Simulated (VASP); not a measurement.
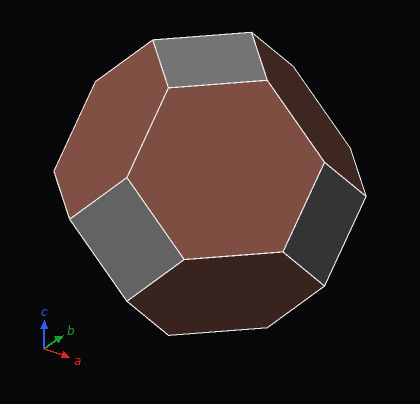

BFDH (Bravais–Friedel–Donnay–Harker) growth shape, computed from the cell and space group alone: each face lies at a distance from the centre proportional to 1/d(hkl), with d taken for the first order that the space group does not extinguish. It ignores bonding, solvent and kinetics. Faces of one form share a colour. Cell of ZnSe: space group F-43m (No. 216), a = 5.679 Å, b = 5.679 Å, c = 5.679 Å, α = 90.00°, β = 90.00°, γ = 90.00°. Source: coordinates from a relaxation with VASP Kohn-Sham DFT of a periodic cell, PBE with dDsC, VASP PAW PBE potentials, minimal, release 54 in VASP. Forms under 0.4 % of the area are left out. Forms are taken in the Laue class: a face and its opposite count as one form.

### Which form is which colour?

brown: {111} (d = 3.28 Å, 78 % of the area); grey: {200} (d = 2.84 Å, 22 % of the area).
